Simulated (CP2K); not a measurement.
```cif
data_structure
_symmetry_space_group_name_H-M 'P 1'
_symmetry_Int_Tables_number 1
_cell_length_a 5.1753
_cell_length_b 5.1753
_cell_length_c 5.1753
_cell_angle_alpha 90.000
_cell_angle_beta 90.000
_cell_angle_gamma 90.000
_cell_volume 138.61
loop_
_atom_site_label
_atom_site_type_symbol
_atom_site_fract_x
_atom_site_fract_y
_atom_site_fract_z
_atom_site_occupancy
Sn1 Sn 0.00000 0.00000 0.00000 1
Sn2 Sn 0.50000 0.00000 0.50000 1
Sn3 Sn 0.50000 0.50000 0.00000 1
Sn4 Sn 0.00000 0.50000 0.50000 1
O1 O 0.66110 0.83890 0.16110 1
O2 O 0.83890 0.16110 0.66110 1
O3 O 0.16110 0.66110 0.83890 1
O4 O 0.33890 0.33890 0.33890 1
O5 O 0.66110 0.66110 0.66110 1
O6 O 0.83890 0.33890 0.16110 1
O7 O 0.16110 0.83890 0.33890 1
O8 O 0.33890 0.16110 0.83890 1
```

Space group Pa-3; a structure from a database of computed crystals, not necessarily the ambient phase; computed pressure about 4 GPa in this cell.

The calculation used Kohn-Sham DFT of a periodic cell, PBE, GTH-PBE with UZH-TZVP basis in CP2K.

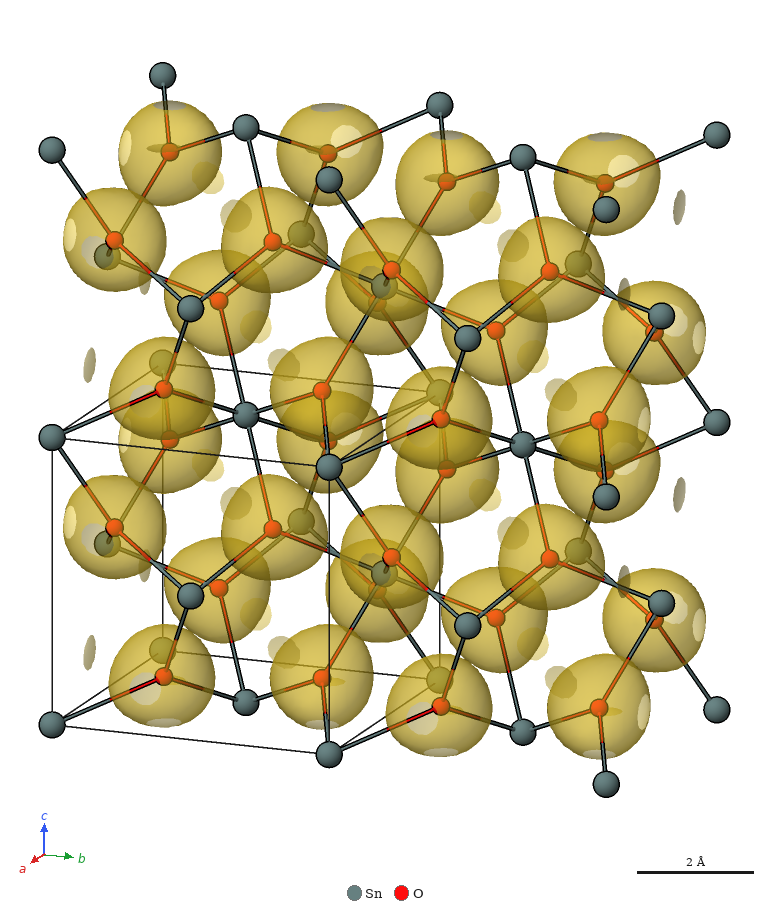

SnO₂. Isosurface of the valence charge density (pseudo) at 0.5 e/Å³ (yellow), seen slightly off an axis. Sticks mark near contacts.

In a pseudopotential calculation such maps are meaningful between the atoms, not at the nuclei.

### Which contacts does the surface bridge?

At this value the density breaks into separate islands; it holds about 70 % of the electrons treated as valence. It bridges none of the near contacts. It is pinched off along the sampled Sn–O (2.11 Å) contacts. On the grid the lowest density along these lines, outside the cores, is 0.35 e/Å³ (Sn–O, 2.11 Å).
